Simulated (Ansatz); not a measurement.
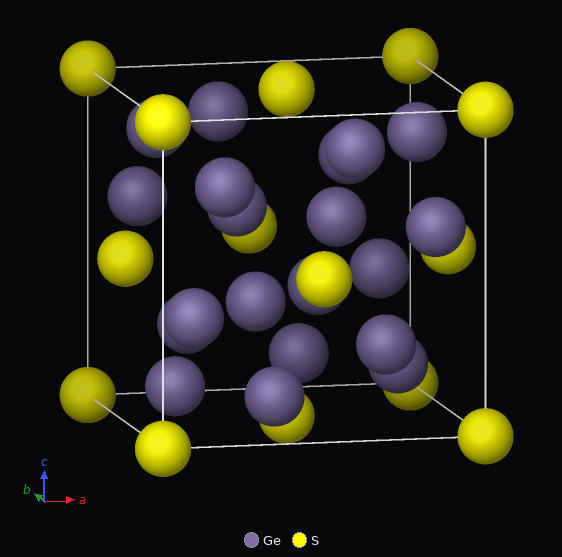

Shown here is a spheres-only view of the crystal, taken slightly off an axis. The conventional unit cell is outlined; an atom on or near a face, edge or corner is repeated at each equivalent position. Cell: a = 7.82 Å, b = 7.82 Å, c = 7.82 Å, α = 90.00°, β = 90.00°, γ = 90.00°.

Its origin is a structure type filled with these elements by a generator (whether the compound takes this form wasn't checked). Earlier steps of the study, as a rule a relaxation of our own, may have changed the cell and positions, so they can lie some per cent off the listed ones. A calculation with Ansatz used it as input.

> In words:

Its composition is Ge5S. It is face-centred cubic, space group F-43m (No. 216). Cell content 20 Ge, 4 S; Z = 4.

All computed values are from DFT PBE, scalar-relativistic, plane waves, PAW in Ansatz. Settings: a basis cut at 420 eV, k-points about 0.17 Å⁻¹ apart, Gaussian smearing of 0.1 eV, no spin polarisation.

> Is the electronic structure metallic or gapped?

A metal: bands cross the Fermi level.

> List the Bader charges.

Ge +0.10 to +0.31 e; S -0.70 e.

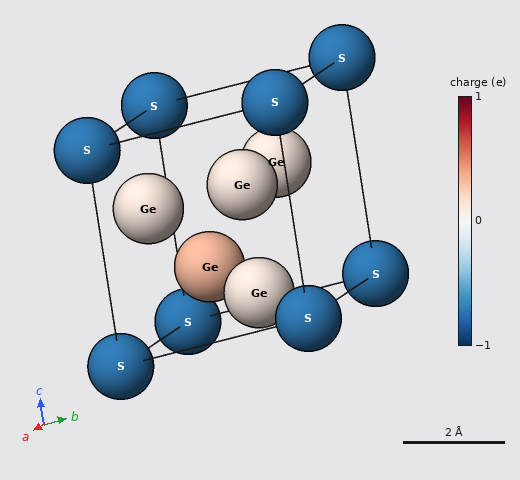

The atoms coloured by those charges. The run's cell of 6 atoms is drawn, so axes and origin can differ from the first picture.

> Does the calculation find this structure at rest?

Yes. All forces vanish to within 0.01 eV/Å. The pressure is 0.0 GPa, close to zero.
